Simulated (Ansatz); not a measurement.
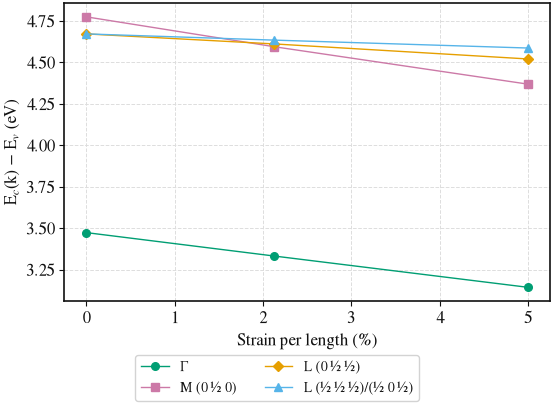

Lowest conduction level at each named k point, counted from the valence-band top at Γ.

System: wurtzite MgS, space group P6_3mc, 4 atoms in the cell, relaxed with r2SCAN; unstrained, a = 4.029 Å, c = 6.454 Å (hexagonal axes). The cell is strained along x with the other two lengths held, and the atoms are relaxed again with r2SCAN. Points keep the names of the unstrained cell; those that the strain makes unlike carry their reduced coordinates. Computed with Ansatz 0.2.0: PBE, Ansatz PAW set, no spin polarisation, no spin-orbit coupling, 12×12×4 k mesh, 420 eV cutoff.

### How does the strain split the L points of the conduction band?

Unstrained, the L points are equivalent. At +5 % the lowest conduction level is 4.52 eV at L (0 ½ ½) and 4.59 eV at L (½ ½ ½)/(½ 0 ½) above the valence top, a splitting of 0.07 eV, or 13 meV for each 1 % of strain on average.

### Which of these conduction levels is lowest, and does that change?

The lowest is the one at Γ, over the whole range, so among these points the gap stays direct.

The values:
| strain | Γ (eV) | M (0 ½ 0) (eV) | L (0 ½ ½) (eV) | L (½ ½ ½)/(½ 0 ½) (eV) |
| --- | --- | --- | --- | --- |
| 0 % | 3.47 | 4.77 | 4.67 | 4.67 |
| +2.13 % | 3.33 | 4.59 | 4.61 | 4.63 |
| +5 % | 3.14 | 4.37 | 4.52 | 4.59 |

LDA, GGA and most meta-GGA functionals understate gaps. The usual form of MgS is rocksalt.
